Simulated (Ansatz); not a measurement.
The calculation's input:

```
crystal:
  lattice:
    - [4.8053195915, 0.0, 0.0]
    - [0.0, 4.8053195915, 0.0]
    - [0.0, 0.0, 3.3521811278]
  atoms:
    - { symbol: Pb, position: [0.0, 0.0, 0.0] }
    - { symbol: Pb, position: [0.5, 0.5, 0.5] }
    - { symbol: O, position: [0.3070932145, 0.3070932145, 0.0] }
    - { symbol: O, position: [0.1929067855, 0.8070932145, 0.5] }
    - { symbol: O, position: [0.6929067855, 0.6929067855, 0.0] }
    - { symbol: O, position: [0.8070932145, 0.1929067855, 0.5] }
basis:
  ecutwfc: 420
kpoints:
  mp_grid: { grid: [8, 8, 10] }
hamiltonian:
  xc: pbesol
scf:
  occupations: { method: gaussian, width: 0.1 }
output:
  forces: true
  stress: true
  eigenvalues: true
  write_density: true
  write_potential: true
  elf: true
  volumetric_format: npy
relax:
  adjacent_minimum: "off"
  f_tol: 0.008
  max_steps: 50
  cell: { stress_tol: 0.08, p_target: 15.0 }
```

Launched as:

```sh
ansatz run input.yaml --threads 1 --pin off --max-ram 2560MiB --backend cpu --events-out ev --progress --plain --runs-dir out
```

Below, planes, directions and counts refer to the conventional cell (a = 4.78 Å, b = 4.78 Å, c = 3.39 Å, α = 90.00°, β = 90.00°, γ = 90.00°).

The fields are those of the run's last geometry, not of the input's.

Space group P4₂/mnm; computed pressure about 15 GPa in this cell.

All numbers below come from DFT PBEsol, scalar-relativistic, plane waves, PAW (Ansatz 0.2.0).

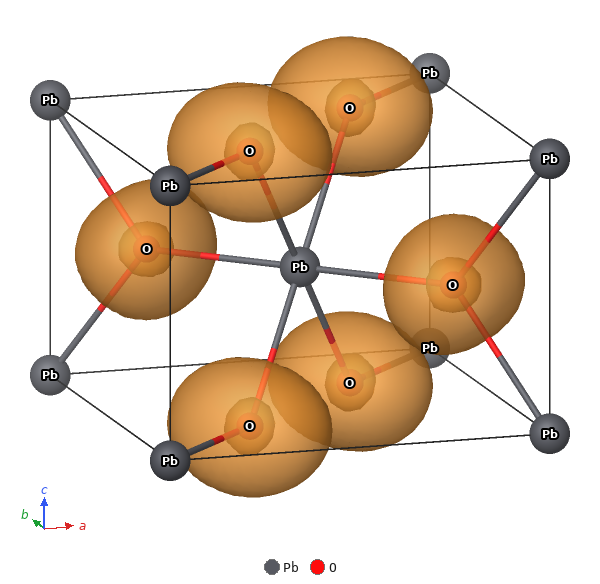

PbO₂. Isosurface of the electron localisation function at 0.65 (orange), seen slightly off an axis. Only the valence region is drawn (cores and ρ < 0.01 e/Å³ removed). Sticks mark near contacts.

Core electrons are frozen (PAW), and the valence fields are smoothed inside the atomic spheres.

### What do the ELF domains correspond to?

The surface consists of four regions wrapped around O (the valence shell of each), counted in one cell of 6 atoms. Regions shared between cells count once.

Values along the shortest contacts:
Pb–O (2.08 Å): the ELF peaks at about 0.80 in the valence shell of O, 0.6 Å from its nucleus, and drops to about 0.25 between the two atoms. Pb–O (2.14 Å): the ELF peaks at about 0.80 in the valence shell of O, 0.6 Å from its nucleus, and drops to about 0.25 between the two atoms.

### Does the calculation make it a metal, or give it a gap?

It is metallic or semimetallic at this level of theory: no gap opens.
